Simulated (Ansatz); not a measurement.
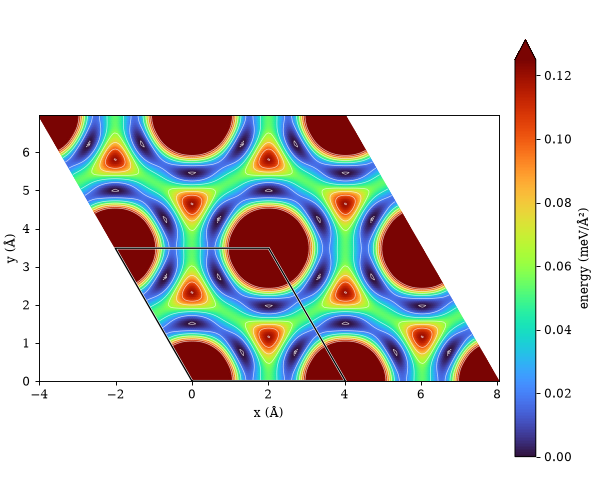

Energy landscape of a bilayer of two Ge sheets of the honeycomb type, the upper one turned by 180 degrees about the normal (4 atoms in the cell). The upper layer of a bilayer is slid over the lower one; relaxed at each slide: nothing; the origin of the map has Ge4 above Ge1; the distance between the facing planes is held at 3.85 Å. Places are given modulo a cell vector. The map is drawn in real space over the plane of the slide. The grid has 9 × 9 points; 12 points were computed and 69 follow by symmetry. Energies: meV/Å², counted from the lowest grid point. At a held distance the lowest stacking need not be the one that binds best once the distance relaxes. Level of theory: DFT PBE+D3(BJ), scalar-relativistic, plane waves, PAW in Ansatz. Settings: cutoff 420 eV, k-mesh 9×9×1, gaussian smearing 0.1 eV, no spin polarisation.

Drawn: a smooth colour map with a few white contour lines, the outline of one cell of the 2 × 2 shown, one colour for all values above the top of the scale. Between grid points the surface is interpolated. 

Question: Where are the wells?

Answer: The lowest grid point is at (2/9, 4/9) of the cell vectors; the map holds 6 wells of about this depth. No other kind of well shows on this grid. The highest grid point, (0/9, 0/9) of the cell vectors, lies 0.724 meV/Å² above the lowest. On the interpolated surface the easiest way out of the lowest well to a well of about the same depth near (4/9, 2/9) of the cell vectors passes a barrier of about 0.017 meV/Å². Facing atoms of the upper layer at the lowest point: Ge above no special site; at the highest: Ge above Ge.

The input of one point:

```yaml
crystal:
  lattice:
    - [4.0226895311, 0.0, 0.0]
    - [-2.0113447656, 3.4837513255, 0.0]
    - [0.0, 0.0, 18.8685220517]
  atoms:
    - { symbol: Ge, position: [0.3333333333, 0.6666666667, 0.2747571332] }
    - { symbol: Ge, position: [0.6666666667, 0.3333333333, 0.2384924472] }
    - { symbol: Ge, position: [0.8888888889, 0.7777777778, 0.5150653573] }
    - { symbol: Ge, position: [0.5555555556, 1.1111111111, 0.4788006714] }
basis:
  ecutwfc: 420
kpoints:
  mp_grid: { grid: [9, 9, 1] }
hamiltonian:
  xc: pbe
  pseudopotentials: { kind: paw, azcp: { folder: soft_1 } }
  dispersion: d3bj
scf:
  occupations: { method: gaussian, width: 0.1 }
output:
  forces: true
  eigenvalues: true
efield:
  axis: 3
  dipole_correction: true
  ramp_width: 0.04
```

Time for the 12 points that were run: 5.4 min on 1 thread of Arm Neoverse V1 (shared host).
